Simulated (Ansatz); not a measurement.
## Energy of Sb along an even scaling of the cell

System: Sb (R-3m, 2 atoms in the cell).
Method: Kohn-Sham DFT of a periodic cell, LDA, all-electron LAPW, scalar-relativistic, no spin polarisation (Ansatz 0.2.0).

The 7 runs differ only in the geometry, by an even scaling of the cell at fixed fractional positions. The structure derives from an entry of the Crystallography Open Database.

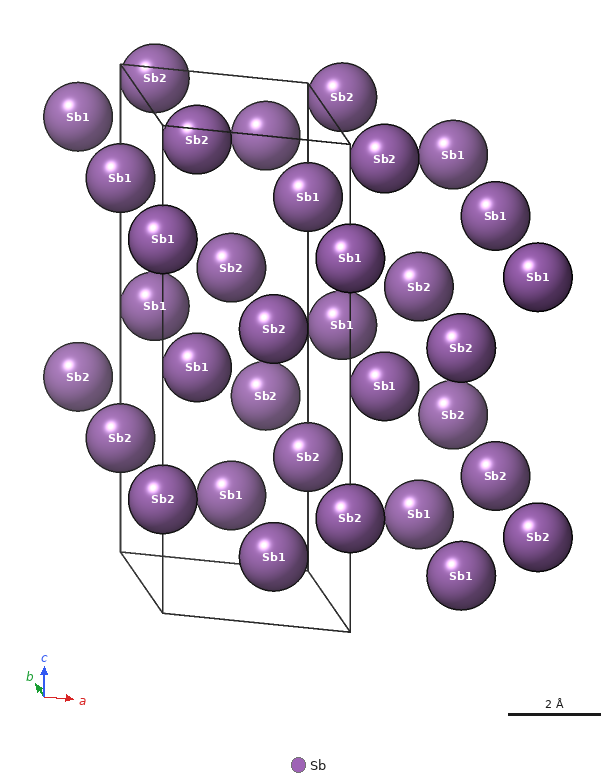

Figure 1. The structure of run 4 (spheres-only view of the cell 3 times as large as that of the calculation, set on its symmetry axes, repeated 2 × 2 × 1, seen slightly off an axis; atoms are numbered from 1 in the order of the input).

**Input of run 4**
```yaml
crystal:
  lattice:
    - [2.1542, 1.2437279499, 3.758]
    - [-2.1542, 1.2437279499, 3.758]
    - [0.0, -2.4874558998, 3.758]
  atoms:
    - { symbol: Sb, position: [0.76651, 0.76651, 0.76651] }
    - { symbol: Sb, position: [0.23349, 0.23349, 0.23349] }
kpoints:
  mp_grid: { grid: [8, 8, 8] }
scf:
  occupations: { method: fermi_dirac, width: 0.05 }
hamiltonian:
  xc: lda
  pseudopotentials: { kind: all_electron, lapw: { basis_error: 0.001 } }
output:
  forces: true
  stress: true
  eigenvalues: true
```

Command:
```bash
ansatz run input.yaml --threads 1 --pin off --max-ram 3072MiB --backend cpu --events-out ev --progress --plain --runs-dir out
```

Run 3 differs from it as follows:
```diff
-    - [2.1542, 1.2437279499, 3.758]
-    - [-2.1542, 1.2437279499, 3.758]
-    - [0.0, -2.4874558998, 3.758]
+    - [2.1397418462, 1.2353805309, 3.7327777635]
+    - [-2.1397418462, 1.2353805309, 3.7327777635]
+    - [0.0, -2.4707610619, 3.7327777635]
```

**Results, with one run withheld**

| run | volume per atom (Å³) | free energy per atom, from the lowest run given (meV) | pressure (GPa) |
| --- | --- | --- | --- |
| 1 | 28.393 | 7.69 | 2.76 |
| 2 | 28.998 | 0.10 | 1.30 |
| 3 | 29.602 | ? | ? |
| 4 | 30.206 | 0.00 | −1.17 |
| 5 | 30.810 | 6.42 | −2.21 |
| 6 | 31.414 | 16.54 | −3.14 |
| 7 | 32.018 | 29.99 | −3.97 |

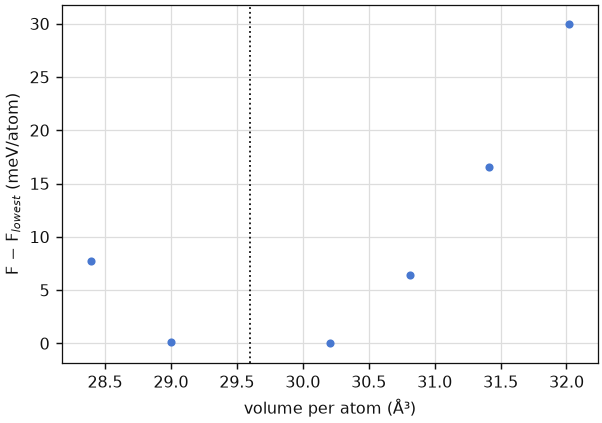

Figure 2. Free energy per atom of the runs given; the dotted line marks run 3.

What should run 3 give?

A cubic polynomial in V^(−2/3) (the Birch–Murnaghan form), fitted to the 6 runs given, misses them by under 0.01 meV per atom. With x = V^(−2/3) − 0.10298 Å⁻², it reads F = 0.41132 − 3496.4 x + 1.135e+06 x² + 2.8163e+06 x³ (meV per atom). At run 3 it gives −2.27 meV per atom, and the run itself gives −2.27. The slope of the fit gives a pressure −dF/dV of −0.01 GPa there, and the run prints −0.01 GPa. The fit has its minimum at 29.597 Å³ per atom, where V d²F/dV² gives 60.3 GPa. Cell shape and fractional positions are held, so this is the stiffness under even scaling; the relaxed bulk modulus wasn't computed.

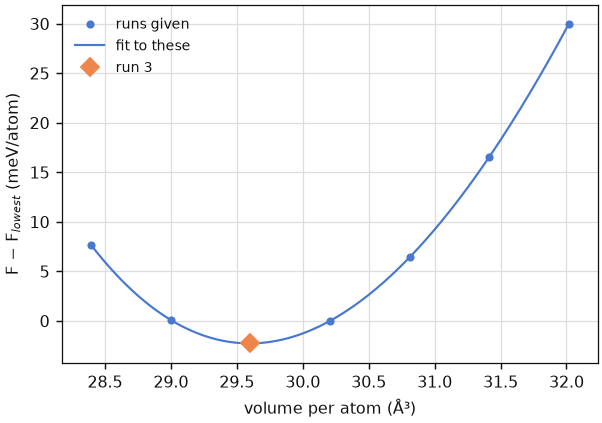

Figure 3. The fit and the withheld run.

**Output, shortened to warnings, some set-up lines, iterations and results (run 3)**
```
Basis set: ecut = 234.44236622099749 eV, 495 PW (Γ), exchange–correlation at level 2
Symmetry: 12 space group operations
k-points: 65 of 512
Initial density: superposition of atomic densities (chi_scale 0.1, normalization cell)
[...]
SCF iter   1: F=—  HF=-352439.406537 eV  |F-HF|=—  |Δ(HF+E_count)|=         —  Δρ=1.27e-2  dr2=8.12e-2  ethr=1.74e-4  ⟨swp⟩=3.0  Hψ=12049  notcnv=0
SCF iter   2: F=—  HF=-352439.391211 eV  |F-HF|=—  |Δ(HF+E_count)|=   1.53e-2  Δρ=8.55e-3  dr2=4.54e-2  ethr=1.74e-4  ⟨swp⟩=2.0  Hψ=5364  notcnv=0
SCF iter   3: F=—  HF=-352439.384171 eV  |F-HF|=—  |Δ(HF+E_count)|=   7.04e-3  Δρ=2.72e-3  dr2=6.55e-3  ethr=9.86e-5  ⟨swp⟩=2.0  Hψ=5359  notcnv=0
SCF iter   4: F=—  HF=-352439.381847 eV  |F-HF|=—  |Δ(HF+E_count)|=   2.32e-3  Δρ=1.08e-3  dr2=1.44e-3  ethr=1.42e-5  ⟨swp⟩=2.0  Hψ=5358  notcnv=0
SCF iter   5: F=—  HF=-352439.381584 eV  |F-HF|=—  |Δ(HF+E_count)|=         —  Δρ=4.13e-4  dr2=1.56e-4  ethr=3.12e-6  ⟨swp⟩=2.0  Hψ=5358  notcnv=0
SCF iter   6: F=—  HF=-352439.381588 eV  |F-HF|=—  |Δ(HF+E_count)|=   4.28e-6  Δρ=1.95e-4  dr2=3.44e-5  ethr=3.39e-7  ⟨swp⟩=2.0  Hψ=5358  notcnv=0
SCF iter   7: F=—  HF=-352439.381583 eV  |F-HF|=—  |Δ(HF+E_count)|=   5.09e-6  Δρ=5.91e-5  dr2=2.92e-6  ethr=6.36e-9  ⟨swp⟩=2.0  Hψ=9082  notcnv=0
SCF iter   8: F=—  HF=-352439.381582 eV  |F-HF|=—  |Δ(HF+E_count)|=   5.88e-7  Δρ=1.31e-5  dr2=1.16e-7  ethr=6.35e-9  ⟨swp⟩=2.0  Hψ=5361  notcnv=0
SCF iter   9: F=-352439.381582 eV  HF=-352439.381582 eV  |F-HF|=3.78e-9  |Δ(HF+E_count)|=   1.69e-9  Δρ=4.36e-6  dr2=1.65e-8  ethr=2.52e-10  ⟨swp⟩=2.0  Hψ=5358  notcnv=0
SCF 1 converged in 9 iterations: F = -352439.381582 eV  dr2 = 1.65e-8
SCF converged after 9 iterations
Free energy (F): -352439.381582 eV
Harris-Foulkes:  -352439.381582 eV  (|F-HF|=3.78e-9)
Internal energy: -352439.378660 eV  (E = F + TS)
E sigma→0 (E₀):  -352439.380121 eV
Entropy (-TS):   -0.002922 eV (-1.461 meV/atom)
Fermi energy:    12.830711 eV
--- Per-component energies (eV) ---
  E_band       = -1794.341894
  E_kinetic    = 371332.092547
  E_xc         = -8986.898108
  E_electrostatic = -714784.573100  (all electrons and nuclei)
  E_smearing   = -0.002922  (= −TS)
  E_closure    = 0.000000  (closes the sum)
  E_atoms      = -352429.757022  (free atoms, spherical and without spin; not in F)
  Σ components = -352439.381582   (vs F -352439.381582, Δ=0.00e0)
  Basis errors (estimates in eV, not in F): energy 3.9e-4 per atom: plane waves 3.7e-4 (2.0e-4 summed), levels above the bands 2.3e-47, relativity 4.0e-9, radial functions 2.4e-5, core shells 5.3e-9; eigenvalues (radial functions only) 2.7e-7; not estimated: angular momenta, meshes, grids; target …
--- Forces (eV/Å), atoms counted from 1 ---
  atom   1  Sb     0.00000000     0.00000000    -0.11652441
  atom   2  Sb    -0.00000000    -0.00000000     0.11652441
  max |Σ_I F_I| component: 4.63e-18 eV/Å
--- Stress (GPa, compression-positive) ---
        0.219645      -0.000000      -0.000000
       -0.000000       0.219645       0.000000
       -0.000000       0.000000      -0.458797
  P = ⅓ Tr σ = -0.0065 GPa (-0.065 kbar)
```
